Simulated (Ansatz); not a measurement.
**Run report: Cu, single-point calculation**

Cu (1 atom in the cell), computed with DFT PBEsol, scalar-relativistic, plane waves, PAW, no spin polarisation (Ansatz 0.2.0).

The structure derives from an entry of the Crystallography Open Database. It belongs to a series of runs on one base structure; here: strain -0.030 along x and y, -0.030 along z, atoms carried along. Figures and captions count atoms from 1; the log counts them from 0 in places.

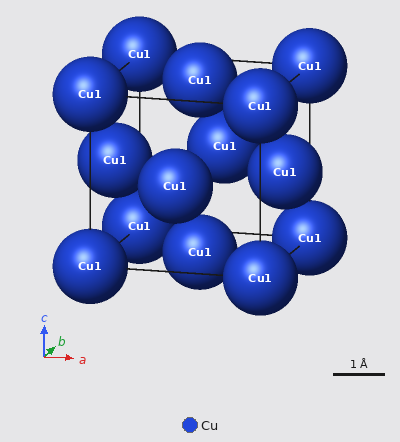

Fig. 1: The structure as given in the input (spheres-only view of the cell 4 times as large as that of the calculation, set on its symmetry axes, seen slightly off an axis; atoms are numbered from 1 in the order of the input). An atom can appear more than once, as a periodic image.

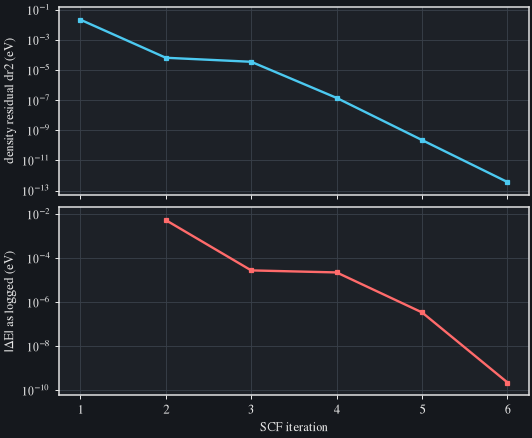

Fig. 2: Convergence of the self-consistent field: density residual dr2 and size of the energy change against the SCF iteration. The residual falls at every step.

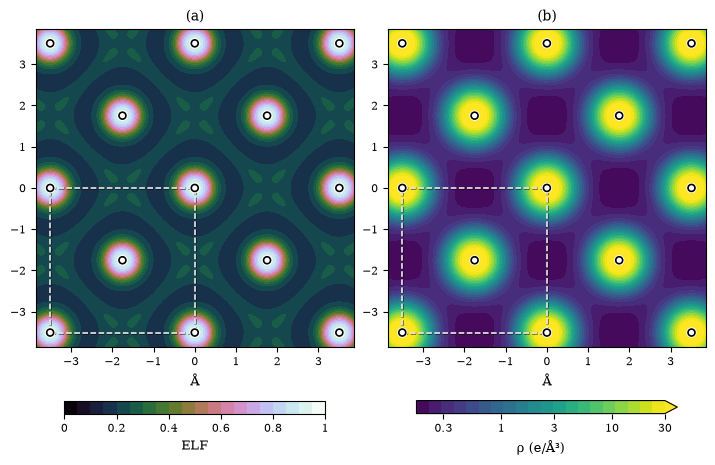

Fig. 3: (a) electron localisation function; (b) valence electron density on the (010) plane of the conventional cell. Circles mark the nuclei in the plane (Cu). Atoms in the plane: Cu. Cu–Cu (2.48 Å): the density is about 0.31 e/Å³ at the midpoint; the ELF is about 0.20 at the midpoint; no localised pair between them. Away from the nuclei the density in this plane falls to 0.17 e/Å³ at its lowest. The strong features right at Cu lie inside the PAW spheres (semicore, d or f shells) and say nothing about bonding. The fields are those of the smooth PAW valence density.

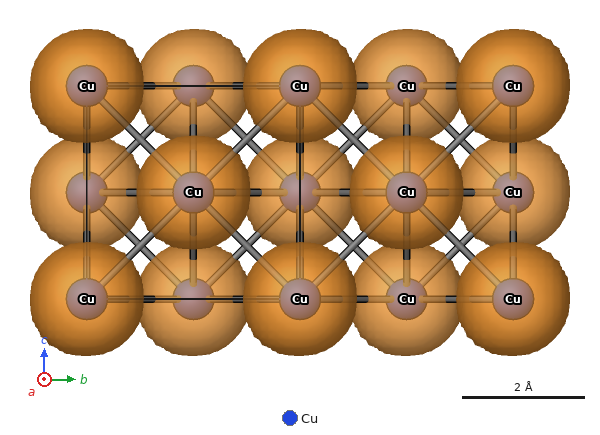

Fig. 4: Isosurface of the valence charge density (pseudo) at 0.5 e/Å³ (orange), seen along the a axis. Sticks mark near contacts. The outline is the cell set on symmetry axes. At this value the density breaks into separate islands; it holds about 90 % of the electrons treated as valence (semicore included). It is pinched off along the Cu–Cu (2.48 Å) contacts. On the grid the lowest density along these lines, outside the cores, is 0.31 e/Å³ (Cu–Cu, 2.48 Å).

The input that produced these results follows, with the program's output.

Input file
```yaml
crystal:
  lattice:
    - [0.0, 1.753275, 1.753275]
    - [1.753275, 0.0, 1.753275]
    - [1.753275, 1.753275, 0.0]
  atoms:
    - { symbol: Cu, position: [0.0, 0.0, 0.0] }
basis:
  ecutwfc: 420
kpoints:
  mp_grid: { grid: [22, 22, 22] }
hamiltonian:
  xc: pbesol
scf:
  occupations: { method: gaussian, width: 0.15 }
output:
  forces: true
  stress: true
  eigenvalues: true
  write_density: true
  write_potential: true
  elf: true
  volumetric_format: npy
```

Command:
```bash
ansatz run input.yaml --threads 1 --pin off --max-ram 2560MiB --backend cpu --events-out ev --progress --plain --runs-dir out
```

What the program printed
```
Engine: ansatz 0.2.0, aarch64-unknown-linux-gnu
Pseudopotentials: kind: paw
Pseudopotential: Cu, paw, valence charge 19, recommended cutoff 420 eV (normal), Cu.paw.azcp
Functional definition: PBEsol
  exchange = pbesol_x
  correlation = pbesol_c
Crystal: 1 atoms, lattice volume = 10.779 Å³
Basis set: ecut = 420 eV, 181 PW (Γ), exchange–correlation on 36×36×36 points (8 copies of the dense FFT grid, shifted against one another)
Bands: 14, of which v1, the nominal top of the filled ones, is band 10 counted from 1 (9 counted from 0)
Symmetry: 48 space group operations
Space group: Fm-3m (ITA 225), of the structure as read, at distance tolerance 2.2e-5 Å
k-points: 328 of 10648
Non-local potential: Cu, projectors of the file, l = 0: 3, l = 1: 2, l = 2: 3, l = 3: 1
PAW form: soft (Blöchl's): semilocal exchange-correlation on the pseudo side does not see the compensation charge
PAW frozen core: Cu, regenerated for the run's functional, and the local potential with it (the file was generated under x = pbe(κ = 0.804, μ = 0.2195149727645171), c = pbe(β = 0.06672455060314922))
PAW one-centre angular grid: Cu, 590 points (default); XC on 64 Gauss nodes
Initial density: superposition of atomic densities (neutral atoms: chi_scale 0, normalization atom), corrected by the library's trained network
Initial wavefunctions: pseudopotential atomic-orbital guess
Functional: x = pbesol(κ = 0.804, μ = 0.12345679012345678), c = pbesol(β = 0.046)
SCF iter   1: F=—  HF=-6588.766101 eV  |F-HF|=—  |Δ(HF+E_count)|=         —  Δρ=2.01e-2  dr2=2.18e-2  ethr=1.77e-3  ⟨swp⟩=5.0  Hψ=22987  notcnv=0
preconditioner: auto → none  [metal: Δε(μ)=0.060 eV  Ē_g=18.036 eV  σ=0.150 eV  W_gap=0.22  n_scr=0 (ndim 8)  ℏωp=37.5 eV  f_vac=0.000  D(μ)=0.27/eV (n_scr^D=0)]
SCF iter   2: F=—  HF=-6588.760756 eV  |F-HF|=—  |Δ(HF+E_count)|=   5.34e-3  Δρ=1.08e-3  dr2=6.48e-5  ethr=1.15e-4  ⟨swp⟩=2.8  Hψ=9270  notcnv=0  defer=44
SCF iter   3: F=—  HF=-6588.760728 eV  |F-HF|=—  |Δ(HF+E_count)|=   2.78e-5  Δρ=9.52e-4  dr2=3.50e-5  ethr=3.41e-7  ⟨swp⟩=2.0  Hψ=7584  notcnv=0  defer=44
SCF iter   4: F=—  HF=-6588.760751 eV  |F-HF|=—  |Δ(HF+E_count)|=   2.25e-5  Δρ=6.15e-5  dr2=1.40e-7  ethr=1.84e-7  ⟨swp⟩=1.0  Hψ=4475  notcnv=0  defer=44
iter 5 did not close the SCF: its close was put off for the readings that it lacked (scf_convergence_deferred on its scf_iter line)
SCF iter   5: F=-6588.760751 eV  HF=-6588.760751 eV  |F-HF|=1.01e-10  |Δ(HF+E_count)|=   3.43e-7  Δρ=2.30e-6  dr2=2.23e-10  ethr=7.35e-10  ⟨swp⟩=2.1  Hψ=5569  notcnv=0  defer=44
SCF iter   6: F=-6588.760751 eV  HF=-6588.760751 eV  |F-HF|=2.73e-12  |Δ(HF+E_count)|=  2.26e-10  Δρ=1.04e-7  dr2=3.64e-13  ethr=1.17e-12  ⟨swp⟩=5.1  Hψ=23147  notcnv=0
SCF 1 converged in 6 iterations: F = -6588.760751 eV  dr2 = 3.64e-13
  greatest PAW one-centre occupation: 1.000 electrons in one spin orbital (limit 2), on the Cu atom at site 0 (counted from 0), in its partial waves of l = 0
SCF converged after 6 iterations
Free energy (F): -6588.760751 eV
Harris-Foulkes:  -6588.760751 eV  (|F-HF|=2.73e-12)
Internal energy: -6588.757938 eV  (E = F + TS)
E sigma→0 (E₀):  -6588.759344 eV
Entropy (-TS):   -0.002812 eV (-2.812 meV/atom)
Fermi energy:    18.661361 eV
--- Per-component energies (eV) ---
  E_band       = -327.044862
  E_kinetic    = 301.391487
  E_local      = -3879.724667  (includes V_loc(G=0)·N_el)
  E_nonlocal   = 390.621072
  E_hartree    = 1712.293817
  E_xc         = -89.897773
  E_vxc        = -116.550826  (∫ρ·V_xc dr)
  E_paw        = -1625.242501  (= ΣΔE_a)
  E_vpaw       = -447.369842  (= ΣTr[D̂ρ^β])
  E_aug_tail   = 0.000296  (compensation charges beyond the density's cutoff)
  E_ewald      = -3398.405873
  E_core_change = 0.206202  (= ΣΔE_core)
  E_smearing   = -0.002812  (= −TS)
  E_closure    = 0.000000  (closes the sum)
  Σ components = -6588.760751   (vs F -6588.760751, Δ=0.00e0)
--- Forces (eV/Å), atoms counted from 1 ---
  atom   1  Cu    -0.00000000     0.00000000     0.00000000
  max |Σ_I F_I| component: 9.86e-32 eV/Å
--- Stress (GPa, compression-positive) ---
        9.235222       0.000000       0.000000
        0.000000       9.235222      -0.000000
       -0.000000       0.000000       9.235222
  P = ⅓ Tr σ = 9.2352 GPa (92.352 kbar)
--- Band table (eV; the first three rows and the last of 328) ---
  k-point 0: bands = ["-93.8420", "-51.2787", "-51.2787", "-51.2787", "8.4705", "15.3434", "15.3434", "15.3434", "16.3155", "16.3155", "41.9624", "45.1632", "45.1632", "45.1632"]
  k-point 1: bands = ["-93.8416", "-51.2819", "-51.2792", "-51.2792", "8.5512", "15.3241", "15.3603", "15.3603", "16.3085", "16.3085", "41.6261", "43.9591", "44.8998", "44.8998"]
  k-point 2: bands = ["-93.8404", "-51.2912", "-51.2806", "-51.2806", "8.7913", "15.2696", "15.4066", "15.4066", "16.2916", "16.2916", "40.0905", "43.0141", "44.3624", "44.3624"]
  k-point 327: bands = ["-93.8135", "-51.3883", "-51.3757", "-51.3386", "13.9959", "14.5499", "14.9294", "16.2787", "17.1435", "24.4872", "25.8486", "27.3163", "28.3468", "46.7849"]
```

Summary

```csv
quantity,value
outcome,converged
space group (tolerance 0.01 Å),Fm-3m (225)
electrons treated,19
free energy,−6588.7608 eV
Fermi energy,18.661 eV
gap on the k-point mesh,none (metallic)
pressure,9.24 GPa
largest force (length of the vector),under 0.001 eV/Å
hardware,"1 thread of Arm Neoverse V1, 24 GiB of memory available, shared host"
wall time,4.1 s
peak memory,0.3 GiB
```

Remarks

The cell is under a pressure of 9.2 GPa at this level, so it is not at its equilibrium volume.
